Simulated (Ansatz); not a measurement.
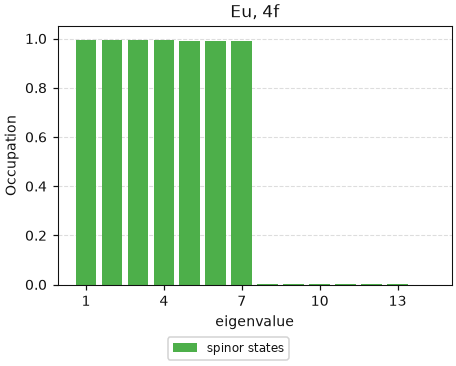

Eigenvalues of the local occupation matrix of the f shell (Löwdin-orthogonalised atomic projectors).

System: EuO, space group Fm-3m, 2 atoms in the cell, rocksalt type.

Level of theory: DFT PBE+U, spin-orbit coupling, plane waves, PAW, Ueff = 7 eV on Eu f, 6×6×6 k mesh, 420 eV cutoff, Gaussian smearing of 0.05 eV; code Ansatz 0.2.0.

> How many states of the shell are filled, counting eigenvalues over 0.6?

Counting eigenvalues over 0.6 as filled, Eu has 7 filled f states (f⁷); the eigenvalues sum to 7.0.

The run is magnetic, with a net spin moment of 7.0 μB a cell, so time reversal doesn't pair the spinor levels. Start of the run: spin-orbit coupling, direction held. Such runs often end in metastable states, so this need not be the lowest one. Moments were held by a constraint, so this isn't a free state.
